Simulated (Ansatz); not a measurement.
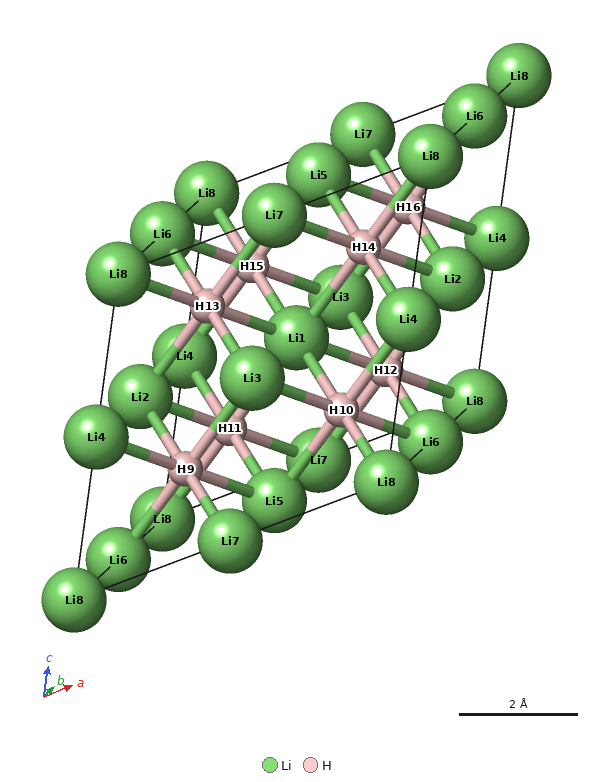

*The starting structure (ball-and-stick view of the cell of the calculation, seen slightly off an axis; atoms are numbered from 1 in the order of the input).*

**LiH: molecular dynamics (part 1 of 3)**

The run: molecular dynamics of LiH (Fm-3m, 16 atoms in the cell). Method and program: DFT PBE, scalar-relativistic, plane waves, PAW, no spin polarisation (Ansatz 0.2.0).

The structure derives from an entry of the Crystallography Open Database. It belongs to a series of runs on one base structure; here: dynamics (NVT, Langevin thermostat) at 450 K, volume × 1.01. Figures and captions count atoms from 1; the log counts them from 0 in places.

Log:
```
Warning: md: disabling space-group detection — thermal motion breaks the input geometry's symmetry, so no spatial operation reduces the k-mesh or symmetrises the density; time reversal is kept, so that k and −k are solved as one point where they differ and the mesh holds both, and exact exchange and, on two spinor components, a DFT+U term hold to it where the run has them: on two components no moment then forms, and a state that bears one, which a typed moment (crystal.atoms[].spin; refused beside efield: under a hybrid functional) reaches, can lie lower, under hf by electronvolts; crystal.symmetry.detect: false (a key that needs symmetry detection or time reversal refuses this as the deck is read) with time_reversal: false beside it drops time reversal too
Warning: output.stress: scf.convergence.dr2_threshold = 1e-7 eV (the SCF's general default) is looser than the 1.6e-9 eV advised for a printed stress (1e-10 eV for each atom of the cell: 16). What an SCF threshold leaves in a stress goes as its square root, and in the free energy as the threshold itself, and one threshold admits the most on a small cell: of the crystals measured, under no hybrid functional and no lock of the moments, on runs that ended without the residual-converged pass, on stresses that held no estimate of that error, the worst erred by over 100 MPa in a component at 1e-7 eV an atom and by under 5 at 1e-10. Set scf.convergence.dr2_threshold to 1.6e-9 eV or tighter. The threshold is an SCF's pass mark: one that does not reach it within its budget of iterations ends unconverged, or closes short of it on a stop that the run arms, and scf.convergence.dr2_threshold's page says what that costs each kind of run
Engine: ansatz 0.2.0, x86_64-unknown-linux-gnu
Pseudopotentials: kind: paw
Pseudopotential: Li, paw, valence charge 3, recommended cutoff 420 eV (normal), Li.paw.azcp
Pseudopotential: H, paw, valence charge 1, recommended cutoff 420 eV (normal), H.paw.azcp
Functional definition: PBE
  parameter kappa = 0.804
  parameter beta = 0.06672455060314922
  exchange = pbe_x(kappa = kappa, mu = beta*pi^2/3)
  correlation = pbe_c(beta = beta)
Crystal: 16 atoms, lattice volume = 135.685 Å³
Basis set: ecut = 420 eV, 2685 PW (Γ), exchange–correlation on 80×80×80 points (8 copies of the dense FFT grid, shifted against one another)
Bands: 32, of which v1, the nominal top of the filled ones, is band 16 counted from 1 (15 counted from 0)
Symmetry: 1 space group operations
k-points: 4 of 8 (time reversal used)
Non-local potential: Li, projectors of the file, l = 0: 3, l = 1: 2, l = 2: 1
Non-local potential: H, projectors of the file, l = 0: 2, l = 1: 1
PAW form: soft (Blöchl's): semilocal exchange-correlation on the pseudo side does not see the compensation charge
PAW one-centre angular grid: Li, 110 points (default); XC on 64 Gauss nodes
PAW one-centre angular grid: H, 110 points (default); XC on 64 Gauss nodes
Initial density: superposition of atomic densities (neutral atoms: chi_scale 0, normalization atom), corrected by the library's trained network
Initial wavefunctions: pseudopotential atomic-orbital guess
Functional: x = pbe(κ = 0.804, μ = 0.2195149727645171), c = pbe(β = 0.06672455060314922)
SCF iter   1: F=—  HF=-1771.131994 eV  |F-HF|=—  |Δ(HF+E_count)|=         —  Δρ=1.35e-3  dr2=1.64e-3  ethr=1.77e-3  ⟨swp⟩=6.2  Hψ=587  notcnv=0  defer=10
preconditioner: auto → none  [insulator: Δε(μ)=4.778 eV  Ē_g=10.181 eV  σ=0.039 eV  W_gap=1.00  n_scr=14 (ndim 8)  ℏωp=12.8 eV  f_vac=0.000  D(μ)=0.00/eV (n_scr^D=0)  ε∞_Penn≈2.6]
SCF iter   2: F=—  HF=-1771.131464 eV  |F-HF|=—  |Δ(HF+E_count)|=   5.30e-4  Δρ=4.56e-4  dr2=1.54e-4  ethr=5.13e-6  ⟨swp⟩=1.8  Hψ=182  notcnv=0  defer=14
SCF iter   3: F=—  HF=-1771.131549 eV  |F-HF|=—  |Δ(HF+E_count)|=   8.45e-5  Δρ=7.74e-5  dr2=4.29e-6  ethr=4.82e-7  ⟨swp⟩=2.0  Hψ=124  notcnv=0  defer=14
SCF iter   4: F=—  HF=-1771.131480 eV  |F-HF|=—  |Δ(HF+E_count)|=   6.89e-5  Δρ=9.05e-6  dr2=9.81e-8  ethr=1.34e-8  ⟨swp⟩=2.2  Hψ=132  notcnv=0  defer=14
iter 5 did not close the SCF: its close was put off for the readings that it lacked (scf_convergence_deferred on its scf_iter line)
SCF iter   5: F=-1771.131480 eV  HF=-1771.131480 eV  |F-HF|=2.71e-10  |Δ(HF+E_count)|=   7.16e-8  Δρ=1.96e-6  dr2=5.17e-9  ethr=3.07e-10  ⟨swp⟩=2.0  Hψ=124  notcnv=0  defer=14
SCF iter   6: F=-1771.131480 eV  HF=-1771.131480 eV  |F-HF|=9.85e-11  |Δ(HF+E_count)|=   1.36e-9  Δρ=5.80e-7  dr2=4.47e-10  ethr=1.61e-11  ⟨swp⟩=1.5  Hψ=270  notcnv=0
SCF 1 converged in 6 iterations: F = -1771.131480 eV  dr2 = 4.47e-10
  greatest PAW one-centre occupation: 1.000 electrons in one spin orbital (limit 2), on the Li atom at site 3 (counted from 0), in its partial waves of l = 0
md step     0: t =     0.00 fs  T =   421.9 K  F+E_penalty+E_count = -1771.13147969 eV  E_kin = 0.872505 eV  P_inst = -1.2024 GPa  (6 SCF iters)
Initial density: handed on by an earlier stage of this run
Initial wavefunctions: those handed on with the density
iter 1 solved again at ethr=1.45e-5 eV; its pass at ethr=3.10e-3 eV (dr2=4.64e-3 eV) is discarded
SCF iter   1: F=—  HF=-1771.128931 eV  |F-HF|=—  |Δ(HF+E_count)|=         —  Δρ=1.78e-3  dr2=4.77e-3  ethr=1.45e-5  ⟨swp⟩=3.0  Hψ=540  notcnv=0
preconditioner: auto → none  [insulator: Δε(μ)=4.757 eV  Ē_g=10.190 eV  σ=0.039 eV  W_gap=1.00  n_scr=14 (ndim 8)  ℏωp=12.8 eV  f_vac=0.000  D(μ)=0.00/eV (n_scr^D=0)  ε∞_Penn≈2.6]
SCF iter   2: F=—  HF=-1771.127638 eV  |F-HF|=—  |Δ(HF+E_count)|=   1.29e-3  Δρ=7.11e-4  dr2=4.87e-4  ethr=1.45e-5  ⟨swp⟩=1.0  Hψ=128  notcnv=0
SCF iter   3: F=—  HF=-1771.127556 eV  |F-HF|=—  |Δ(HF+E_count)|=   8.11e-5  Δρ=1.80e-4  dr2=2.45e-5  ethr=1.52e-6  ⟨swp⟩=1.0  Hψ=128  notcnv=0
SCF iter   4: F=—  HF=-1771.127486 eV  |F-HF|=—  |Δ(HF+E_count)|=   7.00e-5  Δρ=2.09e-5  dr2=2.08e-7  ethr=7.66e-8  ⟨swp⟩=2.2  Hψ=161  notcnv=0
SCF iter   5: F=-1771.127487 eV  HF=-1771.127487 eV  |F-HF|=8.79e-10  |Δ(HF+E_count)|=   1.34e-7  Δρ=1.83e-6  dr2=3.33e-9  ethr=3.13e-10  ⟨swp⟩=3.0  Hψ=272  notcnv=0
SCF 2 converged in 5 iterations: F = -1771.127487 eV  dr2 = 3.33e-9
[... from here on the iterations of each SCF are left out, up to the last one ...]
md step     1: t =     0.50 fs  T =   460.8 K  F+E_penalty+E_count = -1771.12748653 eV  E_kin = 0.953033 eV  P_inst = -1.1335 GPa  (5 SCF iters)
[... from here on the SCF iterations and repeated set-up lines of each step are left out, up to the last step ...]
SCF 3 converged in 5 iterations: F = -1771.115687 eV  dr2 = 3.71e-9
md step     2: t =     1.00 fs  T =   423.4 K  F+E_penalty+E_count = -1771.11568707 eV  E_kin = 0.875651 eV  P_inst = -1.1780 GPa  (5 SCF iters)
SCF 4 converged in 5 iterations: F = -1771.096930 eV  dr2 = 7.11e-9
md step     3: t =     1.50 fs  T =   408.0 K  F+E_penalty+E_count = -1771.09693004 eV  E_kin = 0.843895 eV  P_inst = -1.1763 GPa  (5 SCF iters)
SCF 5 converged in 5 iterations: F = -1771.070866 eV  dr2 = 8.73e-9
md step     4: t =     2.00 fs  T =   428.6 K  F+E_penalty+E_count = -1771.07086557 eV  E_kin = 0.886466 eV  P_inst = -1.1045 GPa  (5 SCF iters)
SCF 6 converged in 4 iterations: F = -1771.038884 eV  dr2 = 4.78e-9
md step     5: t =     2.50 fs  T =   378.7 K  F+E_penalty+E_count = -1771.03888375 eV  E_kin = 0.783267 eV  P_inst = -1.1378 GPa  (4 SCF iters)
SCF 7 converged in 4 iterations: F = -1771.004226 eV  dr2 = 6.26e-9
md step     6: t =     3.00 fs  T =   330.6 K  F+E_penalty+E_count = -1771.00422583 eV  E_kin = 0.683818 eV  P_inst = -1.1638 GPa  (4 SCF iters)
SCF 8 converged in 4 iterations: F = -1770.967765 eV  dr2 = 5.74e-9
md step     7: t =     3.50 fs  T =   315.9 K  F+E_penalty+E_count = -1770.96776546 eV  E_kin = 0.653250 eV  P_inst = -1.1319 GPa  (4 SCF iters)
SCF 9 converged in 3 iterations: F = -1770.929878 eV  dr2 = 8.46e-8
md step     8: t =     4.00 fs  T =   298.0 K  F+E_penalty+E_count = -1770.92987843 eV  E_kin = 0.616282 eV  P_inst = -1.1029 GPa  (3 SCF iters)
SCF 10 converged in 4 iterations: F = -1770.892835 eV  dr2 = 5.54e-9
md step     9: t =     4.50 fs  T =   255.3 K  F+E_penalty+E_count = -1770.89283471 eV  E_kin = 0.528051 eV  P_inst = -1.1153 GPa  (4 SCF iters)
SCF 11 converged in 5 iterations: F = -1770.856312 eV  dr2 = 6.64e-9
md step    10: t =     5.00 fs  T =   236.6 K  F+E_penalty+E_count = -1770.85631208 eV  E_kin = 0.489379 eV  P_inst = -1.0888 GPa  (5 SCF iters)
SCF 12 converged in 4 iterations: F = -1770.817549 eV  dr2 = 6.23e-9
md step    11: t =     5.50 fs  T =   282.9 K  F+E_penalty+E_count = -1770.81754935 eV  E_kin = 0.585046 eV  P_inst = -0.9539 GPa  (4 SCF iters)
SCF 13 converged in 4 iterations: F = -1770.778969 eV  dr2 = 3.77e-9
md step    12: t =     6.00 fs  T =   241.5 K  F+E_penalty+E_count = -1770.77896886 eV  E_kin = 0.499432 eV  P_inst = -0.9614 GPa  (4 SCF iters)
SCF 14 converged in 3 iterations: F = -1770.742436 eV  dr2 = 7.33e-8
md step    13: t =     6.50 fs  T =   237.4 K  F+E_penalty+E_count = -1770.74243582 eV  E_kin = 0.490952 eV  P_inst = -0.9116 GPa  (3 SCF iters)
SCF 15 converged in 3 iterations: F = -1770.708993 eV  dr2 = 9.77e-8
md step    14: t =     7.00 fs  T =   208.5 K  F+E_penalty+E_count = -1770.70899275 eV  E_kin = 0.431114 eV  P_inst = -0.9069 GPa  (3 SCF iters)
SCF 16 converged in 4 iterations: F = -1770.682046 eV  dr2 = 5.51e-9
md step    15: t =     7.50 fs  T =   198.2 K  F+E_penalty+E_count = -1770.68204639 eV  E_kin = 0.409855 eV  P_inst = -0.8778 GPa  (4 SCF iters)
SCF 17 converged in 4 iterations: F = -1770.664048 eV  dr2 = 5.73e-9
md step    16: t =     8.00 fs  T =   188.9 K  F+E_penalty+E_count = -1770.66404809 eV  E_kin = 0.390705 eV  P_inst = -0.8546 GPa  (4 SCF iters)
SCF 18 converged in 4 iterations: F = -1770.651363 eV  dr2 = 3.00e-9
md step    17: t =     8.50 fs  T =   184.3 K  F+E_penalty+E_count = -1770.65136315 eV  E_kin = 0.381194 eV  P_inst = -0.8291 GPa  (4 SCF iters)
SCF 19 converged in 4 iterations: F = -1770.641503 eV  dr2 = 4.49e-9
md step    18: t =     9.00 fs  T =   183.3 K  F+E_penalty+E_count = -1770.64150272 eV  E_kin = 0.379133 eV  P_inst = -0.7996 GPa  (4 SCF iters)
SCF 20 converged in 4 iterations: F = -1770.635328 eV  dr2 = 4.09e-9
md step    19: t =     9.50 fs  T =   198.3 K  F+E_penalty+E_count = -1770.63532786 eV  E_kin = 0.410078 eV  P_inst = -0.7448 GPa  (4 SCF iters)
SCF 21 converged in 5 iterations: F = -1770.633213 eV  dr2 = 5.91e-9
md step    20: t =    10.00 fs  T =   212.4 K  F+E_penalty+E_count = -1770.63321326 eV  E_kin = 0.439378 eV  P_inst = -0.6956 GPa  (5 SCF iters)
SCF 22 converged in 4 iterations: F = -1770.633424 eV  dr2 = 4.75e-9
md step    21: t =    10.50 fs  T =   225.1 K  F+E_penalty+E_count = -1770.63342383 eV  E_kin = 0.465470 eV  P_inst = -0.6520 GPa  (4 SCF iters)
SCF 23 converged in 4 iterations: F = -1770.633319 eV  dr2 = 5.90e-9
md step    22: t =    11.00 fs  T =   264.4 K  F+E_penalty+E_count = -1770.63331917 eV  E_kin = 0.546844 eV  P_inst = -0.5639 GPa  (4 SCF iters)
SCF 24 converged in 4 iterations: F = -1770.634890 eV  dr2 = 3.96e-9
md step    23: t =    11.50 fs  T =   251.2 K  F+E_penalty+E_count = -1770.63488965 eV  E_kin = 0.519514 eV  P_inst = -0.5632 GPa  (4 SCF iters)
SCF 25 converged in 4 iterations: F = -1770.638708 eV  dr2 = 4.26e-9
md step    24: t =    12.00 fs  T =   281.9 K  F+E_penalty+E_count = -1770.63870796 eV  E_kin = 0.582941 eV  P_inst = -0.4939 GPa  (4 SCF iters)
SCF 26 converged in 4 iterations: F = -1770.643680 eV  dr2 = 7.79e-9
md step    25: t =    12.50 fs  T =   286.0 K  F+E_penalty+E_count = -1770.64367985 eV  E_kin = 0.591576 eV  P_inst = -0.4718 GPa  (4 SCF iters)
SCF 27 converged in 4 iterations: F = -1770.650340 eV  dr2 = 3.87e-9
md step    26: t =    13.00 fs  T =   317.1 K  F+E_penalty+E_count = -1770.65033987 eV  E_kin = 0.655903 eV  P_inst = -0.4104 GPa  (4 SCF iters)
SCF 28 converged in 4 iterations: F = -1770.658554 eV  dr2 = 5.30e-9
md step    27: t =    13.50 fs  T =   334.7 K  F+E_penalty+E_count = -1770.65855375 eV  E_kin = 0.692277 eV  P_inst = -0.3757 GPa  (4 SCF iters)
SCF 29 converged in 4 iterations: F = -1770.665620 eV  dr2 = 3.72e-9
md step    28: t =    14.00 fs  T =   363.1 K  F+E_penalty+E_count = -1770.66561992 eV  E_kin = 0.750966 eV  P_inst = -0.3248 GPa  (4 SCF iters)
SCF 30 converged in 3 iterations: F = -1770.669423 eV  dr2 = 9.96e-8
md step    29: t =    14.50 fs  T =   377.8 K  F+E_penalty+E_count = -1770.66942292 eV  E_kin = 0.781396 eV  P_inst = -0.2916 GPa  (3 SCF iters)
SCF 31 converged in 5 iterations: F = -1770.669574 eV  dr2 = 1.78e-8
md step    30: t =    15.00 fs  T =   402.1 K  F+E_penalty+E_count = -1770.66957389 eV  E_kin = 0.831583 eV  P_inst = -0.2395 GPa  (5 SCF iters)
SCF 32 converged in 4 iterations: F = -1770.665557 eV  dr2 = 4.85e-9
md step    31: t =    15.50 fs  T =   416.7 K  F+E_penalty+E_count = -1770.66555712 eV  E_kin = 0.861734 eV  P_inst = -0.2018 GPa  (4 SCF iters)
SCF 33 converged in 4 iterations: F = -1770.657001 eV  dr2 = 3.83e-9
md step    32: t =    16.00 fs  T =   391.6 K  F+E_penalty+E_count = -1770.65700051 eV  E_kin = 0.809803 eV  P_inst = -0.2259 GPa  (4 SCF iters)
SCF 34 converged in 4 iterations: F = -1770.642900 eV  dr2 = 4.56e-9
md step    33: t =    16.50 fs  T =   382.8 K  F+E_penalty+E_count = -1770.64290010 eV  E_kin = 0.791781 eV  P_inst = -0.2193 GPa  (4 SCF iters)
SCF 35 converged in 4 iterations: F = -1770.624546 eV  dr2 = 3.43e-9
md step    34: t =    17.00 fs  T =   367.4 K  F+E_penalty+E_count = -1770.62454617 eV  E_kin = 0.759816 eV  P_inst = -0.2180 GPa  (4 SCF iters)
SCF 36 converged in 3 iterations: F = -1770.600918 eV  dr2 = 8.08e-8
md step    35: t =    17.50 fs  T =   376.7 K  F+E_penalty+E_count = -1770.60091762 eV  E_kin = 0.779039 eV  P_inst = -0.1665 GPa  (3 SCF iters)
SCF 37 converged in 4 iterations: F = -1770.572237 eV  dr2 = 6.63e-9
md step    36: t =    18.00 fs  T =   371.1 K  F+E_penalty+E_count = -1770.57223708 eV  E_kin = 0.767584 eV  P_inst = -0.1335 GPa  (4 SCF iters)
SCF 38 converged in 4 iterations: F = -1770.541754 eV  dr2 = 5.88e-9
md step    37: t =    18.50 fs  T =   379.8 K  F+E_penalty+E_count = -1770.54175369 eV  E_kin = 0.785585 eV  P_inst = -0.0783 GPa  (4 SCF iters)
SCF 39 converged in 4 iterations: F = -1770.508170 eV  dr2 = 5.64e-9
md step    38: t =    19.00 fs  T =   360.0 K  F+E_penalty+E_count = -1770.50817029 eV  E_kin = 0.744634 eV  P_inst = -0.0695 GPa  (4 SCF iters)
SCF 40 converged in 3 iterations: F = -1770.471014 eV  dr2 = 7.60e-8
md step    39: t =    19.50 fs  T =   365.1 K  F+E_penalty+E_count = -1770.47101428 eV  E_kin = 0.755088 eV  P_inst = -0.0206 GPa  (3 SCF iters)
SCF 41 converged in 5 iterations: F = -1770.434173 eV  dr2 = 1.60e-8
md step    40: t =    20.00 fs  T =   314.6 K  F+E_penalty+E_count = -1770.43417306 eV  E_kin = 0.650727 eV  P_inst = -0.0664 GPa  (5 SCF iters)
SCF 42 converged in 4 iterations: F = -1770.405769 eV  dr2 = 7.79e-9
md step    41: t =    20.50 fs  T =   317.1 K  F+E_penalty+E_count = -1770.40576857 eV  E_kin = 0.655784 eV  P_inst = -0.0410 GPa  (4 SCF iters)
SCF 43 converged in 4 iterations: F = -1770.391052 eV  dr2 = 4.42e-9
md step    42: t =    21.00 fs  T =   304.9 K  F+E_penalty+E_count = -1770.39105169 eV  E_kin = 0.630565 eV  P_inst = -0.0618 GPa  (4 SCF iters)
SCF 44 converged in 4 iterations: F = -1770.384366 eV  dr2 = 2.76e-9
md step    43: t =    21.50 fs  T =   297.6 K  F+E_penalty+E_count = -1770.38436569 eV  E_kin = 0.615575 eV  P_inst = -0.0865 GPa  (4 SCF iters)
SCF 45 converged in 3 iterations: F = -1770.380369 eV  dr2 = 6.07e-8
md step    44: t =    22.00 fs  T =   279.9 K  F+E_penalty+E_count = -1770.38036936 eV  E_kin = 0.578790 eV  P_inst = -0.1326 GPa  (3 SCF iters)
SCF 46 converged in 4 iterations: F = -1770.380414 eV  dr2 = 5.39e-9
md step    45: t =    22.50 fs  T =   292.4 K  F+E_penalty+E_count = -1770.38041398 eV  E_kin = 0.604721 eV  P_inst = -0.1378 GPa  (4 SCF iters)
SCF 47 converged in 4 iterations: F = -1770.382957 eV  dr2 = 8.10e-9
md step    46: t =    23.00 fs  T =   272.9 K  F+E_penalty+E_count = -1770.38295717 eV  E_kin = 0.564339 eV  P_inst = -0.1977 GPa  (4 SCF iters)
SCF 48 converged in 4 iterations: F = -1770.391451 eV  dr2 = 3.79e-9
md step    47: t =    23.50 fs  T =   296.4 K  F+E_penalty+E_count = -1770.39145132 eV  E_kin = 0.612948 eV  P_inst = -0.1909 GPa  (4 SCF iters)
SCF 49 converged in 4 iterations: F = -1770.405485 eV  dr2 = 5.19e-9
md step    48: t =    24.00 fs  T =   315.2 K  F+E_penalty+E_count = -1770.40548481 eV  E_kin = 0.651796 eV  P_inst = -0.1957 GPa  (4 SCF iters)
SCF 50 converged in 4 iterations: F = -1770.420621 eV  dr2 = 4.63e-9
md step    49: t =    24.50 fs  T =   322.3 K  F+E_penalty+E_count = -1770.42062070 eV  E_kin = 0.666477 eV  P_inst = -0.2178 GPa  (4 SCF iters)
SCF 51 converged in 5 iterations: F = -1770.438846 eV  dr2 = 1.44e-8
md step    50: t =    25.00 fs  T =   359.6 K  F+E_penalty+E_count = -1770.43884587 eV  E_kin = 0.743753 eV  P_inst = -0.1922 GPa  (5 SCF iters)
SCF 52 converged in 4 iterations: F = -1770.457247 eV  dr2 = 3.78e-9
md step    51: t =    25.50 fs  T =   380.2 K  F+E_penalty+E_count = -1770.45724672 eV  E_kin = 0.786359 eV  P_inst = -0.1931 GPa  (4 SCF iters)
SCF 53 converged in 4 iterations: F = -1770.473403 eV  dr2 = 3.62e-9
md step    52: t =    26.00 fs  T =   407.8 K  F+E_penalty+E_count = -1770.47340251 eV  E_kin = 0.843397 eV  P_inst = -0.1815 GPa  (4 SCF iters)
SCF 54 converged in 4 iterations: F = -1770.489858 eV  dr2 = 4.94e-9
md step    53: t =    26.50 fs  T =   404.4 K  F+E_penalty+E_count = -1770.48985848 eV  E_kin = 0.836410 eV  P_inst = -0.2210 GPa  (4 SCF iters)
SCF 55 converged in 4 iterations: F = -1770.505555 eV  dr2 = 6.52e-9
md step    54: t =    27.00 fs  T =   403.7 K  F+E_penalty+E_count = -1770.50555454 eV  E_kin = 0.834899 eV  P_inst = -0.2519 GPa  (4 SCF iters)
SCF 56 converged in 3 iterations: F = -1770.515933 eV  dr2 = 7.00e-8
md step    55: t =    27.50 fs  T =   386.9 K  F+E_penalty+E_count = -1770.51593274 eV  E_kin = 0.800247 eV  P_inst = -0.2966 GPa  (3 SCF iters)
SCF 57 converged in 4 iterations: F = -1770.521739 eV  dr2 = 3.30e-9
md step    56: t =    28.00 fs  T =   378.2 K  F+E_penalty+E_count = -1770.52173851 eV  E_kin = 0.782257 eV  P_inst = -0.3193 GPa  (4 SCF iters)
SCF 58 converged in 4 iterations: F = -1770.528032 eV  dr2 = 3.72e-9
```
